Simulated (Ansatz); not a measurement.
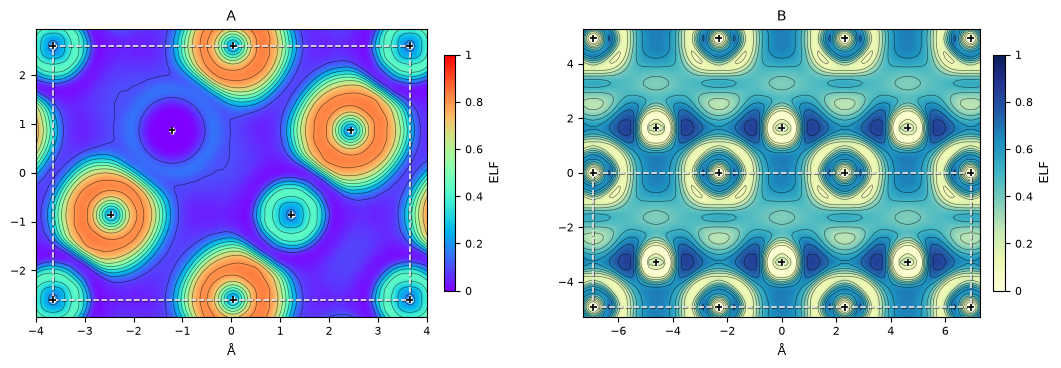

The electron localisation function of 2 systems, each on a plane through atoms (crosses mark nuclei in the plane).

All numbers below come from DFT PBEsol, scalar-relativistic, plane waves, PAW (Ansatz).

System 1: TiAl, the (11̄0) plane of the calculation cell. Space group P-6m2; a structure from a database of computed crystals, not necessarily the ambient phase; computed without spin polarisation.

```
CELL_PARAMETERS angstrom
-2.84782 0.00000 0.00000
-1.42391 -2.46629 0.00000
0.00000 0.00000 13.85983
ATOMIC_POSITIONS crystal
Ti 0.00000 0.00000 0.33333
Ti 0.00000 0.00000 0.66667
Ti 0.00000 0.00000 0.00000
Al 0.33333 0.33333 0.16667
Al 0.33333 0.33333 0.50000
Al 0.33333 0.33333 0.83333
```

System 2: Mg2ZnO3, the (110) plane of the conventional cell. Space group P-3m1; a structure from a database of computed crystals, not necessarily the ambient phase.

```
Mg Zn O
1.0
     2.99686    0.00000    0.00000
    -1.49843    2.59536    0.00000
     0.00000    0.00000    7.30669
Mg Zn O
2 1 3
Cartesian
  0.0000 1.7302 4.8686
  1.4984 0.8651 2.4381
  0.0000 0.0000 0.0000
  0.0000 1.7302 1.2508
  1.4984 0.8651 6.0559
  0.0000 0.0000 3.6533
```

Q: Which map belongs to which system?

A: Panel A is system 2, Mg2ZnO3: the plane holds Mg, Zn and O. Mg–O (2.10 Å): the ELF peaks at about 0.85 in the valence shell of O, 0.6 Å from its nucleus, and is about 0.30 at the midpoint (a largely ionic contact). Panel B is system 1, TiAl: the plane holds Ti and Al. Ti–Al (2.84 Å): the ELF is about 0.40 at the midpoint.
